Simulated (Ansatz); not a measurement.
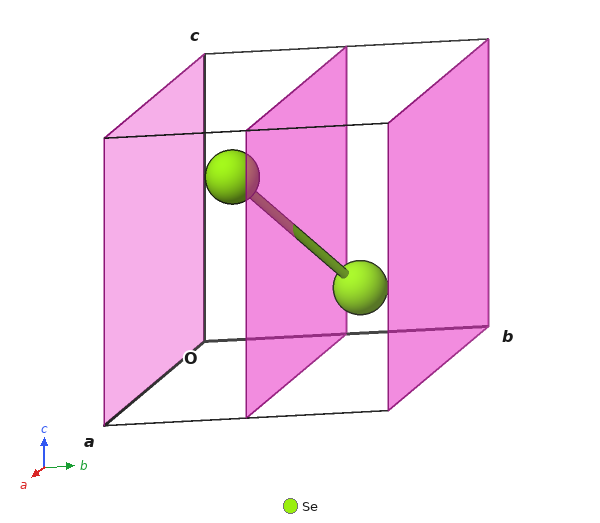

Crystal: Se, the input geometry of an electronic-structure calculation (not necessarily at equilibrium); the starting structure was generated, so it need not be a known form of this composition. Every member of one family of equally spaced planes, hx + ky + lz = a whole number, that cuts the unit cell is shaded (one member passes through the origin O). All values are computed from the atomic coordinates in the standard setting (tolerance 0.002 Å).

a = 3.646 Å, b = 3.646 Å, c = 3.830 Å, α = 90.00°, β = 90.00°, γ = 120.00°.

What are the Miller indices?

(0 2 0), in four indices (0 2 −2 0); the opposite sign names the same planes. The member next to the origin meets the axes a never, b at 1/2, c never.

What is the spacing?

d = 1.579 Å.

Which atoms of the cell lie in these planes (within 0.03 Å)?

No atom.

The space group is P6_3/mmc, No. 194. How many reflections hkl are equivalent to this one (itself included), and does it occur?

6 reflections are equivalent in the Laue class 6/mmm. The space group allows the reflection.
